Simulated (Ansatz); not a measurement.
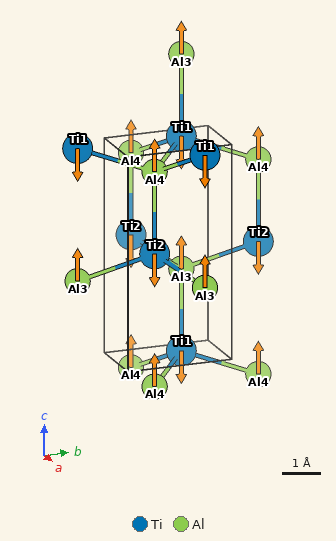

This is a relaxation of solid TiAl (built on the wurtzite_186 type) (coarse preliminary run). The starting structure is drawn; orange arrows show the displacements (the part carried along by the change of the cell is left out), 3 times their true length.

The picture is a ball-and-stick view of the cell of the calculation, seen slightly off an axis.

Case: wurtzite type (P6_3mc, No. 186).

Theory: DFT PBE, scalar-relativistic, plane waves, PAW (Ansatz).

Input file:
```yaml
crystal:
  lattice:
    - [3.6502070869, 0.0, 0.0]
    - [-1.8251035434, 3.1611720663, 0.0]
    - [0.0, 0.0, 5.8456807714]
  atoms:
    - { symbol: Ti, position: [0.3333333333, 0.6666666667, 0.0] }
    - { symbol: Ti, position: [0.6666666667, 0.3333333333, 0.5] }
    - { symbol: Al, position: [0.3333333333, 0.6666666667, 0.3821] }
    - { symbol: Al, position: [0.6666666667, 0.3333333333, 0.8821] }
basis:
  ecutwfc: 420
kpoints:
  mp_grid: { grid: [6, 6, 4] }
hamiltonian:
  xc: pbe
scf:
  occupations: { method: gaussian, width: 0.1 }
  lower_state_search: "off"
output:
  forces: true
  stress: true
  eigenvalues: true
relax:
  adjacent_minimum: "off"
  f_tol: 0.04
  max_steps: 70
  cell: { stress_tol: 0.4 }
```

Command:
```bash
ansatz run input.yaml --threads 1 --pin off --max-ram 2560MiB --backend cpu --events-out ev --progress --plain --runs-dir out
```

**What did the optimiser do to the structure, and how much energy did it gain?**

The largest moves relative to the cell, 0.30 Å, are those of Ti1, Ti2, Al3 and Al4. Ti1 goes along −c. By element the largest moves are Ti 0.30 Å, Al 0.30 Å. The volume changes by +41.9 %, with a = b 3.650 → 4.621 Å (+26.6 %), c 5.846 → 5.176 Å (−11.5 %). Among the contacts that change: Ti1–Al3 3.612 → 2.588 Å, Ti1–Al4 2.217 → 2.668 Å, Ti1–Al3 (another image) 2.234 → 2.588 Å. New bonds form: Ti1–Al3 (3.61 → 2.59 Å), Ti2–Al4 (3.61 → 2.59 Å). Bond angles that change, for instance: Al3–Ti1–Al4 108.1° → 90.0°, Ti1–Al3–Ti2 108.1° → 90.0°, Al4–Ti1–Al4 110.8° → 120.0°. The space group (tolerance 0.01 Å) goes from P6_3mc (No. 186) to P6_3/mmc (No. 194). The energy falls by 1493 meV per atom in 9 accepted moves (11 points after the start). The largest force component goes from 0.58 to 0.0031 eV/Å. Pressure: 40.28 GPa at the start and −0.03 GPa at the end. The SCF was repeated twice at an unchanged geometry on a basis and grid sized afresh for the cell, which shifted the energy by 67.2 meV per atom at most.
